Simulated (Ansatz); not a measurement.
F: several calculations on one system

**1. A change**

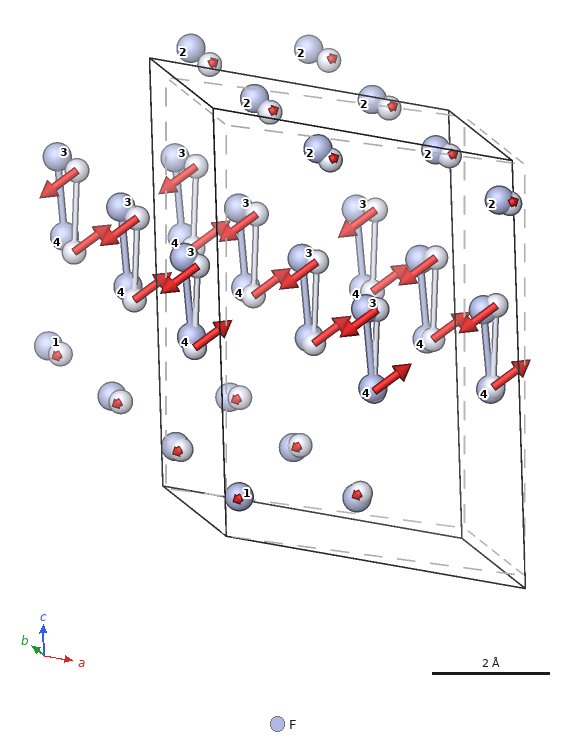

A symmetric starting cell of F, drawn pale, and a changed version of it, drawn solid. The red arrows show how the atoms are displaced (without the part that the change of the cell carries along), magnified 10 times. Besides, the cell is strained by +6.0 % roughly along [1 0 −1], +5.3 % along b, −2.2 % along [2 0 1] (volume +9.2 %). Style: ball-and-stick. Shown: the conventional cell (2 times the calculation's cell), repeated 1 × 3 × 1 with one cell outlined, slightly off an axis. Lengths and directions refer to the drawn axes.

Method: DFT PBE, scalar-relativistic, plane waves, PAW (Ansatz). Set-up: plane-wave cutoff 420 eV; k-point mesh 10 × 10 × 4; occupations gaussian; smearing width 0.02 eV; no spin polarisation.

### Describe the displacements and the computed response.

Atoms are displaced by up to 0.08 Å (root mean square over those that move 0.06 Å) relative to the cell: F4 0.08 Å along [3 0 2]. No relaxation follows. The starting cell wasn't computed here and needn't be at equilibrium, so pressure and forces aren't due to the change alone. The pressure is −0.8 GPa (not all of it need come from the change, since the unchanged cell can be under pressure at this level too). The principal stresses (compression positive) are −3.0 GPa along [1 0 3] and 0.4 GPa across it. The largest forces, 0.68 eV/Å, act on F1 and F2; on F2 it points along [1 0 2]. The forces have little in common with the displacements (cosine 0.28). Near-neighbour distances before and after: F–F 1.443 → 1.425 to 1.437 Å. The space group stays C2/m (No. 12).

**2. A change**

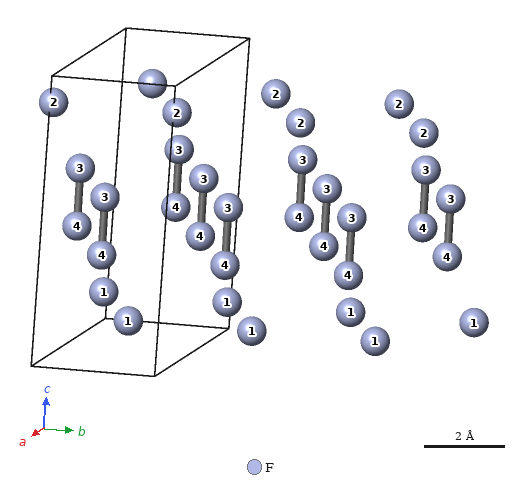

The starting point is a symmetric starting cell of F. Style: ball-and-stick. Shown: the conventional cell (2 times the calculation's cell), repeated 1 × 3 × 1 with one cell outlined, slightly off an axis. Lengths and directions refer to the drawn axes.

The calculation used Ansatz, DFT LDA, scalar-relativistic, plane waves, PAW. Set-up: plane-wave cutoff 420 eV; k-point mesh 10 × 10 × 4; occupations gaussian; smearing width 0.02 eV; no spin polarisation.

Change: The cell is strained by +3.2 % along [1 0 −1], −4.0 % along [3 0 2], −6.4 % along b (volume −7.3 %) and atoms are displaced by up to 0.16 Å (root mean square over those that move 0.15 Å) relative to the cell: F4 0.16 Å along [−1 0 −3]. No relaxation follows. The starting cell wasn't computed here and needn't be at equilibrium, so pressure and forces aren't due to the change alone.

What is the effect?

The pressure is −11.9 GPa (not all of it need come from the change, since the unchanged cell can be under pressure at this level too). The principal stresses (compression positive) are −1.7 GPa along b, −3.4 GPa along a, −30.4 GPa along [1 0 3]. The largest forces, 4 eV/Å, act on F3 and F4; on F3 it points along −c. The forces mostly point back along the displacements (cosine −0.75). Some distances before and after: F–F 1.443 → 1.460 to 1.767 Å. The space group stays C2/m (No. 12).

The changed structure in the same view:

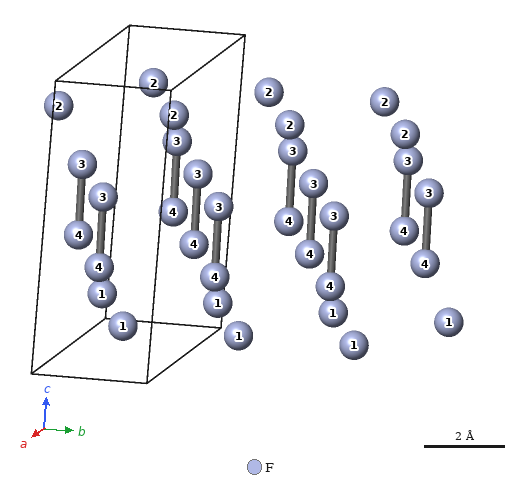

**3. Distortion**

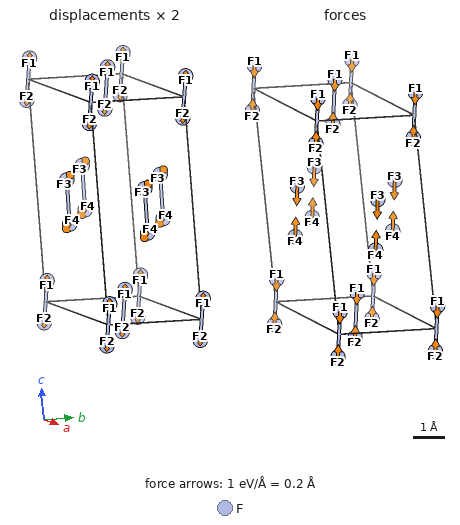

Left: a symmetric starting cell of F, with orange arrows for the displacements applied to it (without the part that the change of the cell carries along). Right: the displaced structure with the computed forces. Besides, the cell is strained by +4.3 % along b, +4.2 % along [2 0 −1], −9.1 % along [1 0 1] (volume −1.3 %). A ball-and-stick model of the conventional cell (2 times the calculation's cell), seen slightly off an axis. Lengths and directions refer to the drawn axes.

Theory: DFT PBE, scalar-relativistic, plane waves, PAW in Ansatz 0.2.0. Set-up: plane-wave cutoff 420 eV; k-point mesh 10 × 10 × 4; occupations gaussian; smearing width 0.02 eV; no spin polarisation.

Describe the distortion and the response.

Answer. Atoms are displaced by up to 0.31 Å (root mean square over those that move 0.23 Å) relative to the cell: F3 0.31 Å along [2 0 1]. No relaxation follows. The starting cell wasn't computed here and needn't be at equilibrium, so pressure and forces aren't due to the change alone. The pressure is −7.4 GPa (not all of it need come from the change, since the unchanged cell can be under pressure at this level too). The principal stresses (compression positive) are 0.7 GPa along b, 0.4 GPa along a, −23.2 GPa along [1 0 2]. The largest forces, 3.4 eV/Å, act on F3 and F4; on F3 it points along [−1 0 −2]. The forces point partly back along the displacements (cosine −0.66). Some distances before and after: F–F 1.443 → 1.533 to 1.706 Å. The space group stays C2/m (No. 12).

**4. Distortion**

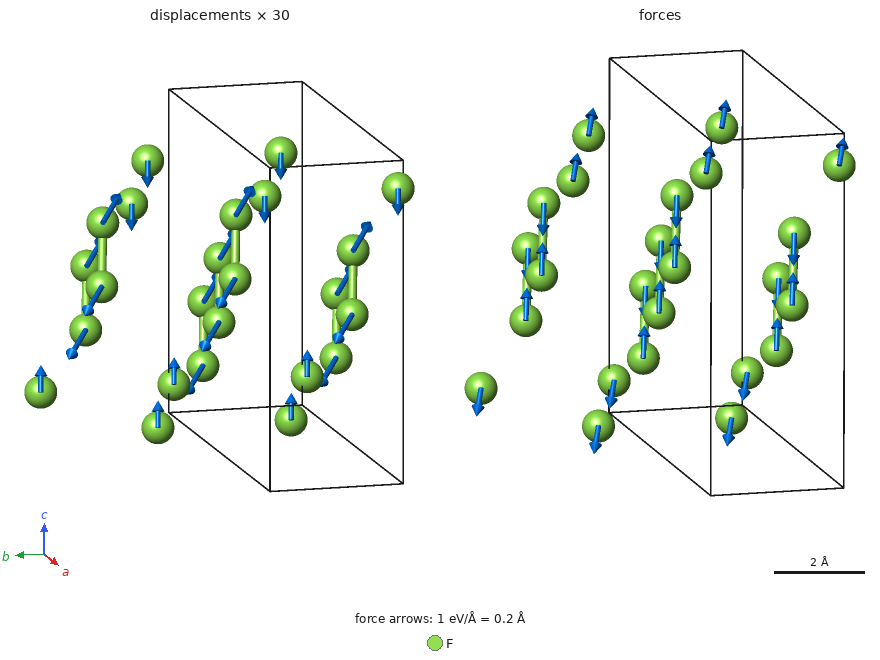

Left: a symmetric starting cell of F, with blue arrows for the displacements applied to it (without the part that the change of the cell carries along). Right: the displaced structure with the computed forces. Besides, the cell is strained by +9.7 % along c, +0.7 % roughly along a, −0.1 % along b (volume +10.4 %). Style: ball-and-stick. Shown: the conventional cell (2 times the calculation's cell), repeated 1 × 2 × 1 with one cell outlined, from a free direction. Lengths and directions refer to the drawn axes.

These are results of Ansatz, DFT PBE, scalar-relativistic, plane waves, PAW, not measurements. Settings: plane-wave cutoff 420 eV; k-point mesh 10 × 10 × 4; occupations gaussian; smearing width 0.02 eV; no spin polarisation.

### Describe the distortion and the response.

Atoms are displaced by up to 0.04 Å (root mean square over those that move 0.03 Å) relative to the cell. No relaxation follows. The starting cell wasn't computed here and needn't be at equilibrium, so pressure and forces aren't due to the change alone. Among the bonded contacts that change: F–F 1.443 → 1.604 to 1.641 Å. The space group stays C2/m (No. 12). The pressure is −9.0 GPa (not all of it need come from the change, since the unchanged cell can be under pressure at this level too). The principal stresses (compression positive) are 0.4 GPa along b, −27.4 GPa along [1 0 3], none along the third axis. The largest forces, 3.8 eV/Å, act on 2 F atoms of the calculation's cell. The forces mostly point back along the displacements (cosine −0.75).
